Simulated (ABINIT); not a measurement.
# Elastic calculation of Cu$_{3}$N (part 2 of 2)

Continued. System: Cu$_{3}$N (Pm-3m, 4 atoms in the cell). Method: Kohn-Sham DFT of a periodic cell, PBE, PseudoDojo NC SR PBE v0.4.1 standard (ABINIT 10.8.3); cutoff 1251.72 eV, 8×8×8 k-mesh, fermi-dirac of 0.05 eV. The structure was built on a prototype by a generator; it need not be a known phase. The run did not end well. The settings are looser than a standard set-up, so the numbers are not reference values.

Geometry of the input (Å; fractional positions):
```
3.8285  0.0000  0.0000
0.0000  3.8285  0.0000
0.0000  0.0000  3.8285
Cu 0.5000  0.0000  0.0000
Cu 0.0000  0.5000  0.0000
Cu 0.0000  0.0000  0.5000
N  0.0000  0.0000  0.0000
```

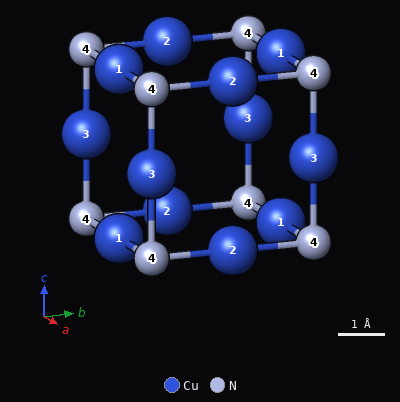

*The structure (ball-and-stick view of the cell of the calculation, seen slightly off an axis; atoms are numbered from 1 in the order of the input).*

The program's output, continued
```
 Exchange-correlation functional for the present dataset will be:
  GGA: Perdew-Burke-Ernzerhof functional - ixc=11
  J.P.Perdew, K.Burke, M.Ernzerhof, PRL 77, 3865 (1996)

 Real(R)+Recip(G) space primitive vectors, cartesian coordinates (Bohr,Bohr^-1):
 R(1)=  7.2347592  0.0000000  0.0000000  G(1)=  0.1382216  0.0000000  0.0000000
 R(2)=  0.0000000  7.2347592  0.0000000  G(2)=  0.0000000  0.1382216  0.0000000
 R(3)=  0.0000000  0.0000000  7.2347592  G(3)=  0.0000000  0.0000000  0.1382216
 Unit cell volume ucvol=  3.7867990E+02 bohr^3
 Angles (23,13,12)=  9.00000000E+01  9.00000000E+01  9.00000000E+01 degrees
 setup1 : take into account q-point for computing boxcut.

 getcut: wavevector=  0.0000  0.0000  0.0000  ngfft=  48  48  48
         ecut(hartree)=     46.000   => boxcut(ratio)=   2.17307
--------------------------------------------------------------------------------

 symkchk : k-point set has full space-group symmetry.

 ==>  initialize data related to q vector <==

 The list of irreducible perturbations for this q vector is:
    1)    idir= 1    ipert=   1
    2)    idir= 2    ipert=   1
    3)    idir= 1    ipert=   4
    4)    idir= 1    ipert=   7
    5)    idir= 2    ipert=   7
    6)    idir= 3    ipert=   7
    7)    idir= 1    ipert=   8
    8)    idir= 2    ipert=   8
    9)    idir= 3    ipert=   8

================================================================================

 The perturbation idir=   3  ipert=   1 is
 symmetric of a previously calculated perturbation.
 So, its SCF calculation is not needed.

 The perturbation idir=   1  ipert=   2 is
 symmetric of a previously calculated perturbation.
 So, its SCF calculation is not needed.

 The perturbation idir=   2  ipert=   2 is
 symmetric of a previously calculated perturbation.
 So, its SCF calculation is not needed.

 The perturbation idir=   3  ipert=   2 is
 symmetric of a previously calculated perturbation.
 So, its SCF calculation is not needed.

 The perturbation idir=   1  ipert=   3 is
 symmetric of a previously calculated perturbation.
 So, its SCF calculation is not needed.

 The perturbation idir=   2  ipert=   3 is
 symmetric of a previously calculated perturbation.
 So, its SCF calculation is not needed.

 The perturbation idir=   3  ipert=   3 is
 symmetric of a previously calculated perturbation.
 So, its SCF calculation is not needed.

 The perturbation idir=   2  ipert=   4 is
 symmetric of a previously calculated perturbation.
 So, its SCF calculation is not needed.

 The perturbation idir=   3  ipert=   4 is
 symmetric of a previously calculated perturbation.
 So, its SCF calculation is not needed.

--------------------------------------------------------------------------------
 Perturbation wavevector (in red.coord.)   0.000000  0.000000  0.000000
 Perturbation : displacement of atom   1   along direction   1
 Found     8 symmetries that leave the perturbation invariant.
 symkpt : the number of k-points, thanks to the symmetries,
 is reduced to    40 .

--------------------------------------------------------------------------------

--------------------------------------------------------------------------------

 dfpt_looppert : total number of electrons, from k and k+q
  fully or partially occupied states are    6.200000E+01 and    6.200000E+01.
 Initialisation of the first-order wave-functions :
  ireadwf=   0

--- !BeginCycle
iteration_state: {dtset: 2, }
solver: {iscf: 7, nstep: 80, nline: 4, wfoptalg: 0, }
tolerances: {tolvrs: 1.00E-09, }
...

     iter   2DEtotal(Ha)        deltaE(Ha) residm    vres2
-ETOT  1   25.417408417636     -2.676E+04 2.185E+01 7.358E+02
 ETOT  2   10.792711423200     -1.462E+01 1.623E-01 6.678E+02
 ETOT  3   10.564668642738     -2.280E-01 8.998E-03 6.233E+01
 ETOT  4   10.551382282180     -1.329E-02 1.760E-03 1.691E+00
 ETOT  5   10.551138534752     -2.437E-04 3.101E-04 3.832E-02
 ETOT  6   10.551132648284     -5.886E-06 9.241E-05 5.929E-03
 ETOT  7   10.551135928143      3.280E-06 1.643E-05 1.261E-02
 ETOT  8   10.551131324012     -4.604E-06 5.490E-06 1.783E-04
 ETOT  9   10.551131311414     -1.260E-08 9.394E-07 6.544E-05
 ETOT 10   10.551131276475     -3.494E-08 3.245E-07 1.228E-06
 ETOT 11   10.551131275390     -1.084E-09 5.582E-08 1.343E-08
 ETOT 12   10.551131276169      7.785E-10 1.974E-08 7.437E-10

 At SCF step   12       vres2   =  7.44E-10 < tolvrs=  1.00E-09 =>converged.
================================================================================

 ----iterations are completed or convergence reached----

 Mean square residual over all n,k,spin=   13.547E-12; max=  19.735E-09

 2DEtotal=    0.1055113128E+02 Ha. Also 2DEtotal=    0.287110908488E+03 eV
    (2DErelax=   -2.6775194418E+04 Ha. 2DEnonrelax=    2.6785745549E+04 Ha)
    (  non-var. 2DEtotal :    1.0551121110E+01 Ha)

--------------------------------------------------------------------------------
 Perturbation wavevector (in red.coord.)   0.000000  0.000000  0.000000
 Perturbation : displacement of atom   1   along direction   2
 Found     4 symmetries that leave the perturbation invariant.
 symkpt : the number of k-points, thanks to the symmetries,
 is reduced to    64 .

--------------------------------------------------------------------------------

--------------------------------------------------------------------------------

 dfpt_looppert : total number of electrons, from k and k+q
  fully or partially occupied states are    6.200000E+01 and    6.200000E+01.
 Initialisation of the first-order wave-functions :
  ireadwf=   0

--- !BeginCycle
iteration_state: {dtset: 2, }
solver: {iscf: 7, nstep: 80, nline: 4, wfoptalg: 0, }
tolerances: {tolvrs: 1.00E-09, }
...

     iter   2DEtotal(Ha)        deltaE(Ha) residm    vres2
-ETOT  1   19.237170173723     -2.655E+04 1.535E+01 5.682E+03
 ETOT  2   1.5769948568064     -1.766E+01 5.965E-02 2.561E+03
 ETOT  3  0.99777630670144     -5.792E-01 3.132E-03 2.142E+02
 ETOT  4  0.96034600905625     -3.743E-02 1.688E-03 1.485E+01
 ETOT  5  0.95839668126939     -1.949E-03 3.943E-05 1.621E+00
 ETOT  6  0.95809585656173     -3.008E-04 3.402E-05 6.665E-01
 ETOT  7  0.95789021536041     -2.056E-04 8.131E-07 1.572E-02
 ETOT  8  0.95789310024486      2.885E-06 6.717E-07 1.365E-02
 ETOT  9  0.95788568374121     -7.417E-06 4.810E-08 1.394E-04
 ETOT 10  0.95788565571422     -2.803E-08 3.134E-08 1.526E-05
 ETOT 11  0.95788565175610     -3.958E-09 2.725E-09 2.120E-06
 ETOT 12  0.95788565143960     -3.165E-10 1.823E-09 5.915E-07
 ETOT 13  0.95788565177065      3.311E-10 1.611E-10 1.841E-07
 ETOT 14  0.95788565124315     -5.275E-10 1.096E-10 3.013E-09
 ETOT 15  0.95788565124678      3.638E-12 9.514E-12 5.690E-11

 At SCF step   15       vres2   =  5.69E-11 < tolvrs=  1.00E-09 =>converged.
================================================================================

 ----iterations are completed or convergence reached----

 Mean square residual over all n,k,spin=   55.042E-16; max=  95.138E-13

 2DEtotal=    0.9578856513E+00 Ha. Also 2DEtotal=    0.260653964357E+02 eV
    (2DErelax=   -2.6572967250E+04 Ha. 2DEnonrelax=    2.6573925136E+04 Ha)
    (  non-var. 2DEtotal :    9.5788549604E-01 Ha)

--------------------------------------------------------------------------------
 Perturbation wavevector (in red.coord.)   0.000000  0.000000  0.000000
 Perturbation : displacement of atom   4   along direction   1
 Found     8 symmetries that leave the perturbation invariant.
 symkpt : the number of k-points, thanks to the symmetries,
 is reduced to    40 .

--------------------------------------------------------------------------------

--------------------------------------------------------------------------------

 dfpt_looppert : total number of electrons, from k and k+q
  fully or partially occupied states are    6.200000E+01 and    6.200000E+01.
 Initialisation of the first-order wave-functions :
  ireadwf=   0

--- !BeginCycle
iteration_state: {dtset: 2, }
solver: {iscf: 7, nstep: 80, nline: 4, wfoptalg: 0, }
tolerances: {tolvrs: 1.00E-09, }
...

     iter   2DEtotal(Ha)        deltaE(Ha) residm    vres2
-ETOT  1   11.408684618826     -1.827E+03 4.575E+00 9.198E+03
 ETOT  2   9.0453340129858     -2.363E+00 2.521E-01 1.523E+02
 ETOT  3   8.9851862717721     -6.015E-02 1.689E-02 1.105E+01
 ETOT  4   8.9831784737164     -2.008E-03 7.007E-03 1.050E-01
 ETOT  5   8.9831484820867     -2.999E-05 5.896E-04 8.271E-03
 ETOT  6   8.9831495895384      1.107E-06 3.241E-04 9.410E-03
 ETOT  7   8.9831472567873     -2.333E-06 2.728E-05 3.021E-03
 ETOT  8   8.9831462424660     -1.014E-06 1.588E-05 9.223E-05
 ETOT  9   8.9831462150193     -2.745E-08 1.353E-06 3.482E-05
 ETOT 10   8.9831461970591     -1.796E-08 8.031E-07 7.443E-07
 ETOT 11   8.9831461968694     -1.896E-10 6.887E-08 2.292E-07
 ETOT 12   8.9831461968149     -5.457E-11 4.153E-08 1.143E-09
 ETOT 13   8.9831461968012     -1.364E-11 3.582E-09 4.478E-11

 At SCF step   13       vres2   =  4.48E-11 < tolvrs=  1.00E-09 =>converged.
================================================================================

 ----iterations are completed or convergence reached----

 Mean square residual over all n,k,spin=   26.710E-13; max=  35.817E-10

 2DEtotal=    0.8983146197E+01 Ha. Also 2DEtotal=    0.244443860865E+03 eV
    (2DErelax=   -1.8295592993E+03 Ha. 2DEnonrelax=    1.8385424455E+03 Ha)
    (  non-var. 2DEtotal :    8.9831456956E+00 Ha)

--------------------------------------------------------------------------------
 Perturbation wavevector (in red.coord.)   0.000000  0.000000  0.000000
 Found    16 symmetries that leave the perturbation invariant.
 symkpt : the number of k-points, thanks to the symmetries,
 is reduced to    40 .

--------------------------------------------------------------------------------

--------------------------------------------------------------------------------

 dfpt_looppert : total number of electrons, from k and k+q
  fully or partially occupied states are    6.200000E+01 and    6.200000E+01.
 Initialisation of the first-order wave-functions :
  ireadwf=   0

--- !BeginCycle
iteration_state: {dtset: 2, }
solver: {iscf: 7, nstep: 80, nline: 4, wfoptalg: 0, }
tolerances: {tolvrs: 1.00E-09, }
...

     iter   2DEtotal(Ha)        deltaE(Ha) residm    vres2
-ETOT  1   621.53599713549     -4.908E+01 9.588E-01 1.087E+06
 ETOT  2   2463.2016066871      1.842E+03 1.025E+00 4.383E+06
 ETOT  3   13.171736744347     -2.450E+03 5.685E-01 3.021E+04
 ETOT  4   7.5775635385303     -5.594E+00 1.978E-02 1.169E+04
 ETOT  5   5.0380228281620     -2.540E+00 2.630E-03 5.780E+03
 ETOT  6   3.1389467267786     -1.899E+00 1.900E-03 9.207E+01
 ETOT  7   3.1085566285681     -3.039E-02 2.305E-04 1.418E+00
 ETOT  8   3.1082212100673     -3.354E-04 2.268E-05 1.117E-01
 ETOT  9   3.1081683949058     -5.282E-05 3.697E-06 1.196E-02
 ETOT 10   3.1081643225312     -4.072E-06 5.412E-07 4.093E-04
 ETOT 11   3.1081642690192     -5.351E-08 7.802E-08 1.364E-05
 ETOT 12   3.1081642652014     -3.818E-09 3.456E-08 2.658E-06
 ETOT 13   3.1081642641243     -1.077E-09 5.186E-09 4.760E-09
 ETOT 14   3.1081642641325      8.185E-12 2.238E-09 8.082E-10

 At SCF step   14       vres2   =  8.08E-10 < tolvrs=  1.00E-09 =>converged.
================================================================================

 ----iterations are completed or convergence reached----

 Mean square residual over all n,k,spin=   16.084E-13; max=  22.383E-10

 2DEtotal=    0.3108164264E+01 Ha. Also 2DEtotal=    0.845774583073E+02 eV
    (2DErelax=   -6.6751073118E+02 Ha. 2DEnonrelax=    6.7061889544E+02 Ha)
    (  non-var. 2DEtotal :    3.1081579949E+00 Ha)

--------------------------------------------------------------------------------
 Perturbation wavevector (in red.coord.)   0.000000  0.000000  0.000000
 Found    16 symmetries that leave the perturbation invariant.
 symkpt : the number of k-points, thanks to the symmetries,
 is reduced to    40 .

--------------------------------------------------------------------------------

--------------------------------------------------------------------------------

 dfpt_looppert : total number of electrons, from k and k+q
  fully or partially occupied states are    6.200000E+01 and    6.200000E+01.
 Initialisation of the first-order wave-functions :
  ireadwf=   0

--- !BeginCycle
iteration_state: {dtset: 2, }
solver: {iscf: 7, nstep: 80, nline: 4, wfoptalg: 0, }
tolerances: {tolvrs: 1.00E-09, }
...

     iter   2DEtotal(Ha)        deltaE(Ha) residm    vres2
-ETOT  1   621.53104291654     -4.909E+01 9.588E-01 1.087E+06
 ETOT  2   2463.1572792651      1.842E+03 1.025E+00 4.383E+06
 ETOT  3   13.170366244796     -2.450E+03 5.685E-01 3.021E+04
 ETOT  4   7.5771660615111     -5.593E+00 1.979E-02 1.168E+04
 ETOT  5   5.0378928446027     -2.539E+00 2.630E-03 5.780E+03
 ETOT  6   3.1389543756126     -1.899E+00 1.901E-03 9.205E+01
 ETOT  7   3.1085562504583     -3.040E-02 2.303E-04 1.417E+00
 ETOT  8   3.1082214959618     -3.348E-04 2.270E-05 1.121E-01
 ETOT  9   3.1081684580717     -5.304E-05 3.699E-06 1.196E-02
 ETOT 10   3.1081643864400     -4.072E-06 5.425E-07 4.105E-04
 ETOT 11   3.1081643326596     -5.378E-08 7.801E-08 1.368E-05
 ETOT 12   3.1081643287946     -3.865E-09 3.463E-08 2.664E-06
 ETOT 13   3.1081643277459     -1.049E-09 5.183E-09 4.779E-09
 ETOT 14   3.1081643277327     -1.319E-11 2.242E-09 7.548E-10

 At SCF step   14       vres2   =  7.55E-10 < tolvrs=  1.00E-09 =>converged.
================================================================================

 ----iterations are completed or convergence reached----

 Mean square residual over all n,k,spin=   16.193E-13; max=  22.420E-10

 2DEtotal=    0.3108164328E+01 Ha. Also 2DEtotal=    0.845774600379E+02 eV
    (2DErelax=   -6.6751073112E+02 Ha. 2DEnonrelax=    6.7061889545E+02 Ha)
    (  non-var. 2DEtotal :    3.1081581951E+00 Ha)

--------------------------------------------------------------------------------
 Perturbation wavevector (in red.coord.)   0.000000  0.000000  0.000000
 Found    16 symmetries that leave the perturbation invariant.
 symkpt : the number of k-points, thanks to the symmetries,
 is reduced to    40 .

--------------------------------------------------------------------------------

--------------------------------------------------------------------------------

 dfpt_looppert : total number of electrons, from k and k+q
  fully or partially occupied states are    6.200000E+01 and    6.200000E+01.
 Initialisation of the first-order wave-functions :
  ireadwf=   0

--- !BeginCycle
iteration_state: {dtset: 2, }
solver: {iscf: 7, nstep: 80, nline: 4, wfoptalg: 0, }
tolerances: {tolvrs: 1.00E-09, }
...

     iter   2DEtotal(Ha)        deltaE(Ha) residm    vres2
-ETOT  1   621.53529081654     -4.908E+01 9.588E-01 1.087E+06
 ETOT  2   2463.1967437669      1.842E+03 1.025E+00 4.383E+06
 ETOT  3   13.171687030000     -2.450E+03 5.685E-01 3.021E+04
 ETOT  4   7.5775115252407     -5.594E+00 1.978E-02 1.169E+04
 ETOT  5   5.0380143616431     -2.539E+00 2.630E-03 5.780E+03
 ETOT  6   3.1389466235272     -1.899E+00 1.900E-03 9.206E+01
 ETOT  7   3.1085565566719     -3.039E-02 2.305E-04 1.417E+00
 ETOT  8   3.1082212152718     -3.353E-04 2.267E-05 1.117E-01
 ETOT  9   3.1081683906465     -5.282E-05 3.696E-06 1.195E-02
 ETOT 10   3.1081643188426     -4.072E-06 5.413E-07 4.093E-04
 ETOT 11   3.1081642653170     -5.353E-08 7.803E-08 1.364E-05
 ETOT 12   3.1081642614944     -3.823E-09 3.456E-08 2.659E-06
 ETOT 13   3.1081642604408     -1.054E-09 5.186E-09 4.759E-09
 ETOT 14   3.1081642604361     -4.775E-12 2.239E-09 8.117E-10

 At SCF step   14       vres2   =  8.12E-10 < tolvrs=  1.00E-09 =>converged.
================================================================================

 ----iterations are completed or convergence reached----

 Mean square residual over all n,k,spin=   16.157E-13; max=  22.385E-10

 2DEtotal=    0.3108164260E+01 Ha. Also 2DEtotal=    0.845774582067E+02 eV
    (2DErelax=   -6.6751073119E+02 Ha. 2DEnonrelax=    6.7061889546E+02 Ha)
    (  non-var. 2DEtotal :    3.1081579775E+00 Ha)

--------------------------------------------------------------------------------
 Perturbation wavevector (in red.coord.)   0.000000  0.000000  0.000000
 Found     8 symmetries that leave the perturbation invariant.
 symkpt : the number of k-points, thanks to the symmetries,
 is reduced to    80 .

--------------------------------------------------------------------------------

--------------------------------------------------------------------------------

 dfpt_looppert : total number of electrons, from k and k+q
  fully or partially occupied states are    6.200000E+01 and    6.200000E+01.
 Initialisation of the first-order wave-functions :
  ireadwf=   0

--- !BeginCycle
iteration_state: {dtset: 2, }
solver: {iscf: 7, nstep: 80, nline: 4, wfoptalg: 0, }
tolerances: {tolvrs: 1.00E-09, }
...

     iter   2DEtotal(Ha)        deltaE(Ha) residm    vres2
-ETOT  1   15.628086592083     -3.436E+02 2.468E-01 2.875E+04
 ETOT  2  0.86177507284180     -1.477E+01 8.083E-02 5.342E+02
 ETOT  3  0.25705536224036     -6.047E-01 3.900E-03 1.610E+01
 ETOT  4  0.25076547110923     -6.290E-03 1.391E-03 1.818E-01
 ETOT  5  0.25068807418933     -7.740E-05 1.682E-04 8.048E-03
 ETOT  6  0.25068544847733     -2.626E-06 7.067E-05 2.138E-04
 ETOT  7  0.25068540059233     -4.789E-08 1.051E-05 8.885E-06
 ETOT  8  0.25068539975343     -8.388E-10 4.507E-06 1.039E-07
 ETOT  9  0.25068539974888     -4.604E-12 6.905E-07 5.260E-10

 At SCF step    9       vres2   =  5.26E-10 < tolvrs=  1.00E-09 =>converged.
================================================================================

 ----iterations are completed or convergence reached----

 Mean square residual over all n,k,spin=   63.753E-11; max=  69.051E-08

 2DEtotal=    0.2506853997E+00 Ha. Also 2DEtotal=    0.682149723880E+01 eV
    (2DErelax=   -3.5893042227E+02 Ha. 2DEnonrelax=    3.5918110767E+02 Ha)
    (  non-var. 2DEtotal :    2.5068450065E-01 Ha)

--------------------------------------------------------------------------------
 Perturbation wavevector (in red.coord.)   0.000000  0.000000  0.000000
 Found     8 symmetries that leave the perturbation invariant.
 symkpt : the number of k-points, thanks to the symmetries,
 is reduced to    80 .

--------------------------------------------------------------------------------

--------------------------------------------------------------------------------

 dfpt_looppert : total number of electrons, from k and k+q
  fully or partially occupied states are    6.200000E+01 and    6.200000E+01.
 Initialisation of the first-order wave-functions :
  ireadwf=   0

--- !BeginCycle
iteration_state: {dtset: 2, }
solver: {iscf: 7, nstep: 80, nline: 4, wfoptalg: 0, }
tolerances: {tolvrs: 1.00E-09, }
...

     iter   2DEtotal(Ha)        deltaE(Ha) residm    vres2
-ETOT  1   15.628081069753     -3.436E+02 2.468E-01 2.875E+04
 ETOT  2  0.86180403680495     -1.477E+01 8.083E-02 5.342E+02
 ETOT  3  0.25705734373232     -6.047E-01 3.900E-03 1.610E+01
 ETOT  4  0.25076572116219     -6.292E-03 1.391E-03 1.817E-01
 ETOT  5  0.25068823925707     -7.748E-05 1.682E-04 8.054E-03
 ETOT  6  0.25068561180452     -2.627E-06 7.067E-05 2.140E-04
 ETOT  7  0.25068556388995     -4.791E-08 1.051E-05 8.888E-06
 ETOT  8  0.25068556304759     -8.424E-10 4.507E-06 1.037E-07
```

Outcome

| quantity | value |
| --- | --- |
| outcome | stopped at the time limit |
| space group (tolerance 0.01 Å) | Pm-3m (221) |
| electrons treated | 62 |
| free energy | −15759.8193 eV |
| Fermi energy of the self-consistent step | 6.590 eV |
| pressure | −0.10 GPa |
| largest force (length of the vector) | under 0.001 eV/Å |
| wall time | 1.7 h |
| peak memory | 1 GiB |

The run was cut off by its time limit, so the output is incomplete. Points of doubt noted for this run: k mesh coarse for metal response.
